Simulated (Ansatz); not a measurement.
**Two runs on Ge**

System: Ge (2 atoms in the cell).
Method of the first run: DFT, PBE, all-electron LAPW, scalar-relativistic, no spin polarisation (Ansatz 0.2.0).

Its volume is 0.60 times that of the source entry. Text and figures count atoms from 1; the logs count them from 0 in places.

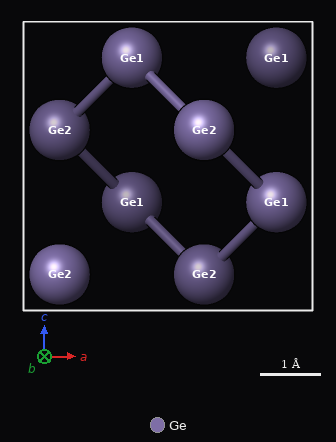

Fig. 1: The structure as given in the input (ball-and-stick view of the cell 4 times as large as that of the calculation, set on its symmetry axes, along the b axis; atoms are numbered from 1 in the order of the input). Near neighbours in the crystal (not all of them lie inside the picture): Ge has 4 Ge at 2.10 Å.

## The input, the first run
```yaml
crystal:
  lattice:
    - [0.0, 2.4300537139, 2.4300537139]
    - [2.4300537139, 0.0, 2.4300537139]
    - [2.4300537139, 2.4300537139, 0.0]
  atoms:
    - { symbol: Ge, position: [-0.125, -0.125, -0.125] }
    - { symbol: Ge, position: [0.125, 0.125, 0.125] }
kpoints:
  mp_grid: { grid: [11, 11, 11] }
scf:
  occupations: { method: fermi_dirac, width: 0.08 }
hamiltonian:
  xc: pbe
  pseudopotentials: { kind: all_electron, lapw: { basis_error: 0.001 } }
output:
  forces: true
  stress: true
  eigenvalues: true
  populations: true
```

Launched with:
```bash
ansatz run input.yaml --threads 1 --pin off --max-ram 2048MiB --backend cpu --events-out ev --progress --plain --runs-dir out
```

Hardware: 1 thread of Intel Xeon (Granite Rapids), 32 GiB of memory available, shared host.

## Output, shortened to warnings, some set-up lines, iterations and results (the first run)
```
Basis set: ecut = 459.65466045848905 eV, 645 PW (Γ), exchange–correlation at level 2
Symmetry: 48 space group operations
k-points: 56 of 1331
Initial density: superposition of atomic densities (chi_scale 0.1, normalization cell)
[...]
SCF iter   1: F=—  HF=-114229.179130 eV  |F-HF|=—  |Δ(HF+E_count)|=         —  Δρ=5.06e-2  dr2=7.56e-1  ethr=1.71e-3  ⟨swp⟩=2.1  Hψ=9480  notcnv=0
SCF iter   2: F=—  HF=-114229.090751 eV  |F-HF|=—  |Δ(HF+E_count)|=   8.84e-2  Δρ=3.63e-2  dr2=4.70e-1  ethr=1.71e-3  ⟨swp⟩=2.0  Hψ=4097  notcnv=0
SCF iter   3: F=—  HF=-114229.032980 eV  |F-HF|=—  |Δ(HF+E_count)|=   5.78e-2  Δρ=1.35e-2  dr2=8.16e-2  ethr=1.07e-3  ⟨swp⟩=2.0  Hψ=4368  notcnv=0
SCF iter   4: F=—  HF=-114228.962305 eV  |F-HF|=—  |Δ(HF+E_count)|=   7.07e-2  Δρ=6.73e-3  dr2=1.29e-2  ethr=1.86e-4  ⟨swp⟩=2.0  Hψ=4102  notcnv=0
SCF iter   5: F=—  HF=-114228.962263 eV  |F-HF|=—  |Δ(HF+E_count)|=         —  Δρ=1.77e-3  dr2=7.76e-4  ethr=1.76e-6  ⟨swp⟩=2.0  Hψ=7413  notcnv=0
SCF iter   6: F=—  HF=-114228.963053 eV  |F-HF|=—  |Δ(HF+E_count)|=   7.90e-4  Δρ=4.36e-4  dr2=3.96e-5  ethr=1.76e-6  ⟨swp⟩=3.0  Hψ=4305  notcnv=0
SCF iter   7: F=—  HF=-114228.963099 eV  |F-HF|=—  |Δ(HF+E_count)|=   4.55e-5  Δρ=3.66e-5  dr2=1.64e-7  ethr=9.01e-8  ⟨swp⟩=3.0  Hψ=4328  notcnv=0
SCF iter   8: F=-114228.963099 eV  HF=-114228.963099 eV  |F-HF|=6.63e-8  |Δ(HF+E_count)|=   6.99e-7  Δρ=1.10e-5  dr2=1.86e-8  ethr=3.72e-10  ⟨swp⟩=3.0  Hψ=4328  notcnv=0
SCF 1 converged in 8 iterations: F = -114228.963099 eV  dr2 = 1.86e-8
SCF converged after 8 iterations
Free energy (F): -114228.963099 eV
Harris-Foulkes:  -114228.963099 eV  (|F-HF|=6.63e-8)
Internal energy: -114228.958587 eV  (E = F + TS)
E sigma→0 (E₀):  -114228.960843 eV
Entropy (-TS):   -0.004512 eV (-2.256 meV/atom)
Fermi energy:    18.295675 eV
--- Per-component energies (eV) ---
  E_band       = -1767.682445
  E_kinetic    = 116675.603366
  E_xc         = -4349.679527
  E_electrostatic = -226554.882427  (all electrons and nuclei)
  E_smearing   = -0.004512  (= −TS)
  E_closure    = 0.000000  (closes the sum)
  E_atoms      = -114223.599835  (free atoms, spherical and without spin; not in F)
  Σ components = -114228.963099   (vs F -114228.963099, Δ=0.00e0)
  Basis errors (estimates in eV, not in F): energy 4.3e-4 per atom: plane waves 4.0e-4 (2.3e-4 summed), levels above the bands 1.9e-49, relativity 9.4e-8, radial functions 3.5e-5, core shells 2.5e-10; eigenvalues (radial functions only) 4.5e-7; not estimated: angular momenta, meshes, grids; target …
--- Forces (eV/Å), atoms counted from 1 ---
  atom   1  Ge    -0.00000000    -0.00000000     0.00000000
  atom   2  Ge    -0.00000000     0.00000000     0.00000000
  max |Σ_I F_I| component: 6.94e-18 eV/Å
--- Stress (GPa, compression-positive) ---
       97.476197       0.000000       0.000000
        0.000000      97.476197       0.000000
        0.000000       0.000000      97.476197
  P = ⅓ Tr σ = 97.4762 GPa (974.762 kbar)
--- Löwdin populations: 2 sites ---
  site symbol       q [e]
     0     Ge     31.9743
     1     Ge     31.9743
  spilling = 0.000803 (of n_electrons = 64.000000)
```

For the second run the input was changed thus:
```diff
-  pseudopotentials: { kind: all_electron, lapw: { basis_error: 0.001 } }
+  pseudopotentials: { kind: paw }
```

Predict how the results change.

The total energies belong to different models, so their difference says nothing on which is more stable or more accurate. The pressure goes from 97.48 to 97.80 GPa. The SCF takes 6 iterations against 8. The plane waves at Γ go from 645 to 537. The two runs start from different initial densities, which also moves the count.

## Output, shortened to warnings, some set-up lines, iterations and results (the second run)
```
Basis set: ecut = 420 eV, 537 PW (Γ), exchange–correlation on 48×48×48 points (8 copies of the dense FFT grid, shifted against one another)
Symmetry: 48 space group operations
k-points: 56 of 1331
Initial density: superposition of atomic densities (neutral atoms: chi_scale 0, normalization atom), corrected by the library's trained network
[...]
SCF iter   1: F=—  HF=-8586.305643 eV  |F-HF|=—  |Δ(HF+E_count)|=         —  Δρ=2.83e-3  dr2=2.83e-3  ethr=1.77e-3  ⟨swp⟩=5.6  Hψ=4624  notcnv=0
SCF iter   2: F=—  HF=-8586.305793 eV  |F-HF|=—  |Δ(HF+E_count)|=   1.49e-4  Δρ=2.08e-3  dr2=1.57e-3  ethr=1.01e-5  ⟨swp⟩=1.9  Hψ=1604  notcnv=0
SCF iter   3: F=—  HF=-8586.305713 eV  |F-HF|=—  |Δ(HF+E_count)|=   7.93e-5  Δρ=7.86e-4  dr2=1.78e-4  ethr=5.62e-6  ⟨swp⟩=2.4  Hψ=1794  notcnv=0
SCF iter   4: F=—  HF=-8586.305642 eV  |F-HF|=—  |Δ(HF+E_count)|=   7.12e-5  Δρ=3.83e-4  dr2=1.64e-5  ethr=6.34e-7  ⟨swp⟩=2.0  Hψ=1791  notcnv=0
SCF iter   5: F=—  HF=-8586.305668 eV  |F-HF|=—  |Δ(HF+E_count)|=   2.53e-5  Δρ=7.94e-5  dr2=2.10e-6  ethr=5.86e-8  ⟨swp⟩=2.0  Hψ=1209  notcnv=0
SCF iter   6: F=-8586.305670 eV  HF=-8586.305670 eV  |F-HF|=1.34e-7  |Δ(HF+E_count)|=   2.60e-6  Δρ=1.58e-5  dr2=3.30e-8  ethr=3.57e-10  ⟨swp⟩=3.1  Hψ=4113  notcnv=0
SCF 1 converged in 6 iterations: F = -8586.305670 eV  dr2 = 3.30e-8
SCF converged after 6 iterations
Free energy (F): -8586.305670 eV
Harris-Foulkes:  -8586.305670 eV  (|F-HF|=1.34e-7)
Internal energy: -8586.301129 eV  (E = F + TS)
E sigma→0 (E₀):  -8586.303400 eV
Entropy (-TS):   -0.004542 eV (-2.271 meV/atom)
Fermi energy:    16.067582 eV
--- Per-component energies (eV) ---
  E_band       = -122.833029
  E_kinetic    = 241.021164
  E_local      = -4245.737100  (includes V_loc(G=0)·N_el)
  E_nonlocal   = 844.030692
  E_hartree    = 1903.266319
  E_xc         = -159.803165
  E_vxc        = -140.679584  (∫ρ·V_xc dr)
  E_paw        = -4040.892960  (= ΣΔE_a)
  E_vpaw       = -628.005388  (= ΣTr[D̂ρ^β])
  E_aug_tail   = 0.000843  (compensation charges beyond the density's cutoff)
  E_ewald      = -3128.186921
  E_smearing   = -0.004542  (= −TS)
  E_closure    = 0.000000  (closes the sum)
  Σ components = -8586.305670   (vs F -8586.305670, Δ=0.00e0)
--- Forces (eV/Å), atoms counted from 1 ---
  atom   1  Ge     0.00000000     0.00000000     0.00000000
  atom   2  Ge     0.00000000    -0.00000000     0.00000000
  max |Σ_I F_I| component: 1.85e-17 eV/Å
--- Stress (GPa, compression-positive) ---
       97.797618       0.000000       0.000000
       -0.000000      97.797618       0.000000
       -0.000000       0.000000      97.797618
  P = ⅓ Tr σ = 97.7976 GPa (977.976 kbar)
--- Löwdin populations: 2 sites ---
  site symbol       q [e]
     0     Ge     13.9776
     1     Ge     13.9776
  spilling = 0.001598 (of n_electrons = 28.000000)
```

## The two runs side by side

| quantity | the first run | the second run |
| --- | --- | --- |
| outcome | converged | converged |
| free energy per atom (eV) | −57114.4815 | −4293.1528 |
| energy per atom, smearing taken to zero (eV) | −57114.4804 | −4293.1517 |
| pressure (GPa) | 97.48 | 97.80 |
| largest force (eV/Å) | 0.000 | 0.000 |
| SCF iterations | 8 | 6 |
| irreducible k-points | 56 | 56 |
| plane waves at Γ | 645 | 537 |
| wall time (shared host) | 9.4 s | 0.94 s |

For the first run: The cell is under a pressure of 97 GPa at this level, so it is not at its equilibrium volume. For the second run: The cell is under a pressure of 98 GPa at this level, so it is not at its equilibrium volume.
